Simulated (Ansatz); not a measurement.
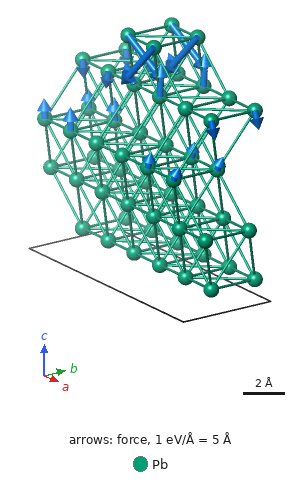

Starting geometry of a slab of composition Pb (cut from the Fm-3m phase) with the computed forces as blue arrows. Style: ball-and-stick. Shown: the 1 × 2 repeat of the cell, outlined in the plane, without the vacuum (origin shifted), slightly off an axis.

Case: stripe of 2 of 6 rows, two steps. 12 atoms are held fixed.

Level of theory: Ansatz 0.2.0, DFT PBEsol, scalar-relativistic, plane waves, PAW. Settings: plane-wave cutoff 420 eV; k-point mesh 2 × 12 × 1; occupations gaussian; smearing width 0.1 eV; no spin polarisation; dipole correction; atoms relaxed in a fixed cell; force threshold 0.02 eV/Å; at most 45 steps.

Is this structure relaxed? If not, where do the atoms go?

It isn't relaxed: the largest force vector, on a Pb atom, is 0.62 eV/Å. The final displacements follow the starting forces only in part (cosine between the two patterns 0.71). The energy falls by 0.213 eV per cell of the calculation in 3 geometry steps. Largest force component: 0.42 eV/Å at the start, 0.01 eV/Å at the end. The atom that moves furthest is a Pb atom (0.32 Å at 30° to the normal (−c side)). The cell doesn't change. Among the contacts that change: Pb–Pb 3.489 → 3.263 Å, Pb–Pb 3.489 → 3.317 Å, Pb–Pb 3.489 → 3.360 Å, Pb–Pb 3.489 → 3.606 Å.
